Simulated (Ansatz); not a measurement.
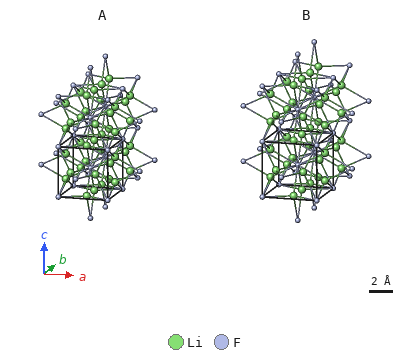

Two geometries of crystalline Li₃F (built on the A15_223 type) (coarse preliminary run), drawn at one scale. One is the start of a relaxation, the other its converged end. Style: ball-and-stick. Shown: the cell of the calculation, repeated 1 × 2 × 2 with one cell outlined, slightly off an axis.

Computed with Ansatz 0.2.0, DFT PBE, scalar-relativistic, plane waves, PAW. (plane-wave cutoff 420 eV; k-point mesh 4 × 4 × 4; occupations gaussian; smearing width 0.1 eV; no spin polarisation; cell and atoms relaxed; force threshold 0.04 eV/Å; at most 70 steps)

Which one is relaxed?

Structure B is the relaxed one. Case: A15 type (Pm-3n, No. 223). No atom moves by more than 0.005 Å relative to the cell. Cell: a = b = c 4.600 → 5.070 Å (+10.2 %). Volume +33.9 %. Some distances before and after: F–Li 2.572 → 2.834 Å, Li–Li 2.300 → 2.535 Å. The space group stays Pm-3n (No. 223). After 4 accepted moves (6 points after the start) the energy has fallen by 0.727 eV per cell of the calculation. All forces vanish by symmetry, so only the cell relaxes. The pressure goes from 8.82 to −0.03 GPa. At 2 points the geometry stayed and the basis and grid were re-selected for the new cell (energy shift of 0.125 eV per cell of the calculation at most each time).
